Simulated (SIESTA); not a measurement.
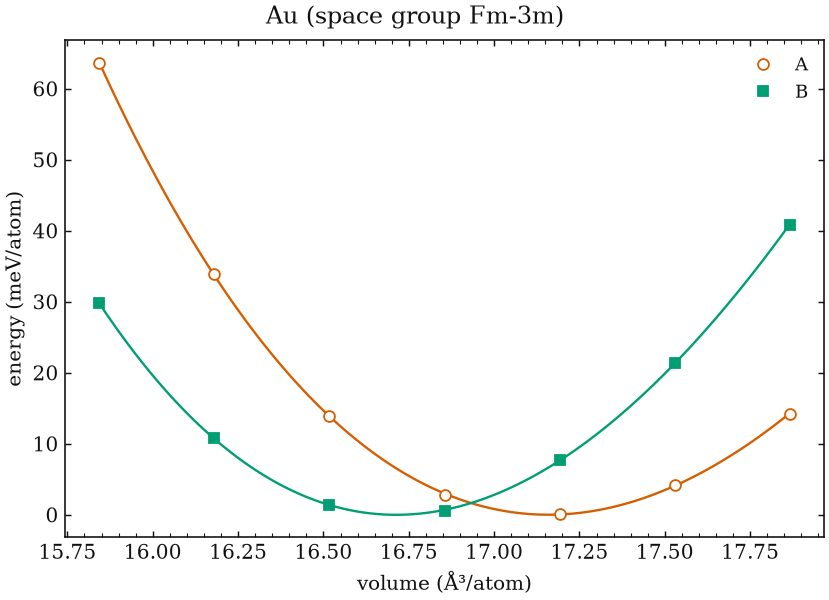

The figure shows the energy against volume, with one curve for each functional, for Au (space group Fm-3m). The labels are replaced by letters. In alphabetical order the cases are: LDA; PBEsol.

How it was computed, with SIESTA 5.4.2: DFT in numerical atomic orbitals with pseudopotentials, no spin polarisation; energies at scaled volumes of the given cell, shape and fractions fixed, counted from the fit's minimum, third-order Birch-Murnaghan fit. All runs: no spin polarisation.

- k mesh: 11×11×11
- occupations: Fermi–Dirac
- smearing width: 0.05 eV
- potentials: PseudoDojo 0.4 standard, converted to PSML, two zetas on semicore shells

> Which letter stands for which functional?

A: PBEsol; B: LDA.

Limits of the calculation: mulliken charges of long orbitals; short basis over semicore shells; spin-orbit coupling left out, heavy elements.
